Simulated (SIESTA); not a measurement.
# Energy of ZrO₂ along an even scaling of the cell

System: ZrO₂ (3 atoms in the cell).
Method: Kohn-Sham DFT of a periodic cell, PBE, PseudoDojo 0.4 standard, converted to PSML, no spin polarisation (SIESTA 5.4.2).

The 7 runs differ only in the geometry, by an even scaling of the cell at fixed fractional positions. The structure derives from a Materials Project entry.

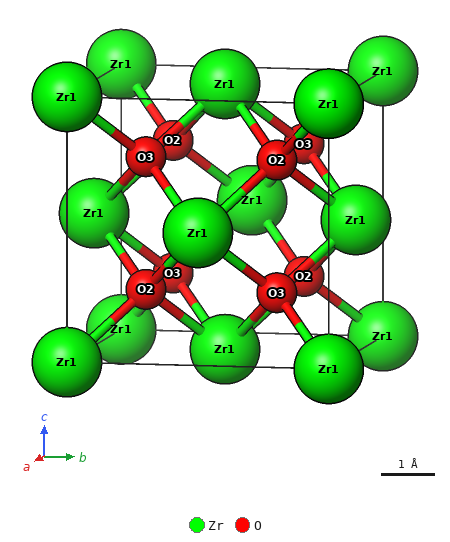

Figure 1. The structure of run 4 (ball-and-stick view of the cell 4 times as large as that of the calculation, set on its symmetry axes, seen slightly off an axis; atoms are numbered from 1 in the order of the input). An atom can appear more than once, as a periodic image.

## Input of run 4
```
SystemName                      ZrO2
SystemLabel                     ZrO2
NumberOfSpecies                 2
NumberOfAtoms                   3
%block ChemicalSpeciesLabel
  1  40 Zr
  2   8 O
%endblock ChemicalSpeciesLabel

LatticeConstant                 1.0 Ang
%block LatticeVectors
     0.0000000000     2.5450727058     2.5450727058
     2.5450727058     0.0000000000     2.5450727058
     2.5450727058     2.5450727058     0.0000000000
%endblock LatticeVectors
AtomicCoordinatesFormat         Fractional
%block AtomicCoordinatesAndAtomicSpecies
     0.0000000000     0.0000000000     0.0000000000  1  Zr
     0.7500000000     0.7500000000     0.7500000000  2  O
     0.2500000000     0.2500000000     0.2500000000  2  O
%endblock AtomicCoordinatesAndAtomicSpecies

%block kgrid.MonkhorstPack
    9   0   0  0.0
    0   9   0  0.0
    0   0   9  0.0
%endblock kgrid.MonkhorstPack
XC.Functional                   GGA
XC.Authors                      PBE
PAO.BasisSize                   DZP
PAO.EnergyShift                 0.003 Ry
Mesh.Cutoff                     800 Ry
OccupationFunction              FD
ElectronicTemperature           0.05 eV
MaxSCFIterations                120
SCF.MustConverge                false
SCF.Mixer.Method                Pulay
SCF.Mixer.Weight                0.25
SCF.Mixer.History               8
SCF.DM.Tolerance                5.0e-05
SCF.H.Tolerance                 1.0e-03 eV
WriteForces                     true
Charge.Mulliken                 end
Charge.Hirshfeld                end
Charge.Voronoi                  end
SaveRho                         true
SaveElectrostaticPotential      true
%block PAO.Basis
  Zr 5
  n=4 0 2
    3.497 0.000
  n=5 0 2
    9.041 0.000
  n=4 1 2
    4.057 0.000
  n=5 1 1
    9.041
  n=4 2 2
    7.356 0.000
%endblock PAO.Basis
```

Command:
```bash
siesta < ZrO2.fdf > ZrO2.out 2>&1
```

Run 5 has the same physical settings and fractional positions; its lattice vectors (Å) are:
```
   0.000000    2.561928    2.561928
   2.561928    0.000000    2.561928
   2.561928    2.561928    0.000000
```

## Results, with one run withheld

| run | volume per atom (Å³) | free energy per atom, from the lowest run given (meV) | pressure (GPa) | gap on the mesh (eV) |
| --- | --- | --- | --- | --- |
| 1 | 10.331 | 89.80 | 28.80 | 3.33 |
| 2 | 10.551 | 55.35 | 21.59 | 3.28 |
| 3 | 10.770 | 29.98 | 15.43 | 3.24 |
| 4 | 10.990 | 12.69 | 9.82 | 3.19 |
| 5 | 11.210 | ? | ? | ? |
| 6 | 11.430 | 0.00 | −0.11 | 3.09 |
| 7 | 11.650 | 3.19 | −4.42 | 3.04 |

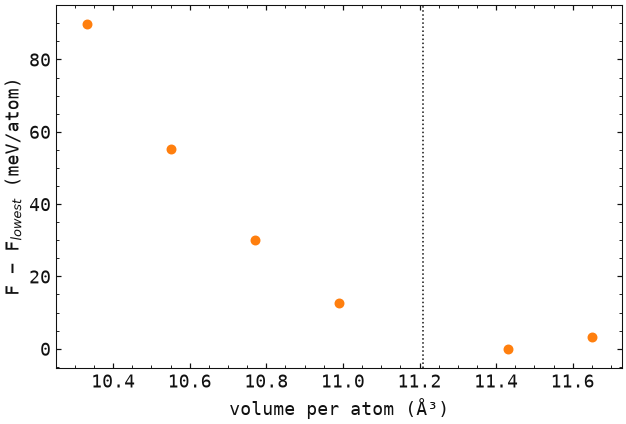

Figure 2. Free energy per atom of the runs given; the dotted line marks run 5.

Fit the runs given and predict run 5.

A cubic polynomial in V^(−2/3) (the Birch–Murnaghan form), fitted to the 6 runs given, misses them by at most 0.03 meV per atom. With x = V^(−2/3) − 0.20295 Å⁻², it reads F = 16.135 + 5588 x + 4.817e+05 x² − 1.9419e+05 x³ (meV per atom). At run 5 it gives 2.94 meV per atom, and the run itself gives 2.96. The slope of the fit gives a pressure −dF/dV of 4.56 GPa there, and the run prints 4.48 GPa. The two needn't agree exactly: the fit is approximate, and the printed stress is taken on a finite basis. The fit has its minimum at 11.422 Å³ per atom, where V d²F/dV² gives 235 GPa: the bulk modulus at this level, since symmetry fixes the shape and the positions. The gap on the mesh goes, without turning, from 3.33 eV in run 1 to 3.04 eV in run 7; run 5 has 3.14 eV. These are gaps of this functional on this mesh, which can miss the band edges; they aren't the measured gap.

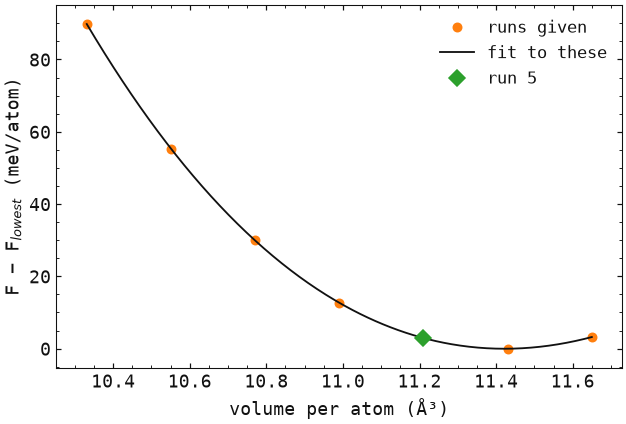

Figure 3. The fit and the withheld run.

## Some lines of the output (run 5)
```
[...]
outcell: Cell volume (Ang**3)        :     33.6303
stepf: Fermi-Dirac step function
siesta: Etot    =     -2274.859184
siesta: FreeEng =     -2274.859184
        iscf     Eharris(eV)        E_KS(eV)     FreeEng(eV)     dDmax    Ef(eV) dHmax(eV)
siesta: E_KS(eV) =            -2282.2984
siesta: E_KS - E_eggbox =     -2282.2984
siesta: Etot    =     -2282.298430
siesta: FreeEng =     -2282.298430
siesta:         Fermi =      -5.703087
siesta: Cell volume =         33.630300 Ang**3
    Orbital volume contribution        =           2.409057 eV
```

Notes: Points of doubt noted for this run: mulliken charges of long orbitals. With a small basis of atomic orbitals these values can differ much from converged plane-wave results.
